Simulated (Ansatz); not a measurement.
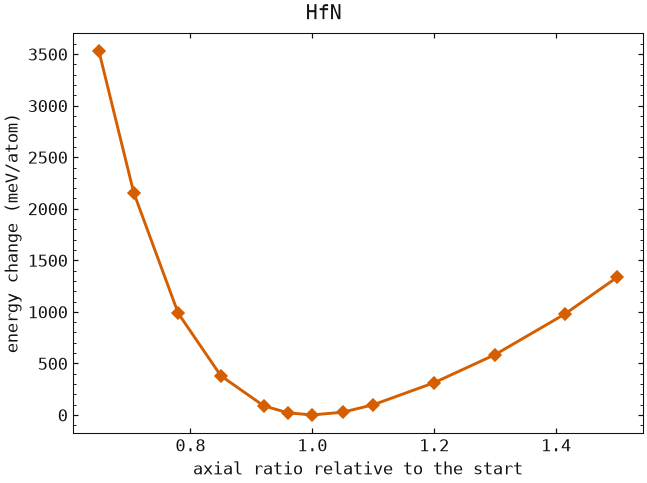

The picture above shows the energy change against relative axial ratio for HfN, space group Fm-3m (No. 225).

Starting cell:
```yaml
crystal:
  lattice:
    - [0.00000, 2.25900, 2.25900]
    - [2.25900, 0.00000, 2.25900]
    - [2.25900, 2.25900, 0.00000]
  atoms:
    - { symbol: Hf, position: [0.00000, 0.00000, 0.00000] }
    - { symbol: N, position: [0.50000, 0.50000, 0.50000] }
```

Calculation (Ansatz 0.2.0): deformation of a crystal at fixed volume, lengths along the axis scaled against those across it, fractional coordinates fixed, by plane-wave density functional theory with PAW datasets, free energies less that of the undisturbed cell, pressure positive in compression; scalar-relativistic. Level: PBEsol, no spin polarisation.

wave cutoff 420 eV; k mesh 20×20×20; occupations Gaussian; smearing width 0.15 eV; k shift (0, 0, 0) (mesh steps); start as given; path tetragonal; axis direction (0, 0, 1) (Cartesian unit vector).

From this curve and the settings, what does the calculation give for the pressure at the same points?

The pressure goes from 116 GPa at relative axial ratio 0.650 to 82 GPa at 1.500, not monotonically, with a low of −3 GPa at 1.000, and changes sign near 0.94 and 1.07.

| axial ratio relative to the start | pressure (GPa) |
| --- | --- |
| 0.650 | 116 |
| 0.707 | 86 |
| 0.780 | 43 |
| 0.850 | 16 |
| 0.920 | 2 |
| 0.960 | −2 |
| 1.000 | −3 |
| 1.050 | −2 |
| 1.100 | 3 |
| 1.200 | 17 |
| 1.300 | 36 |
| 1.414 | 61 |
| 1.500 | 82 |

Limits of the calculation: atoms far too close at some points of the scan; no spin polarisation, a magnetic state may lie lower; reference crystal is not relaxed.
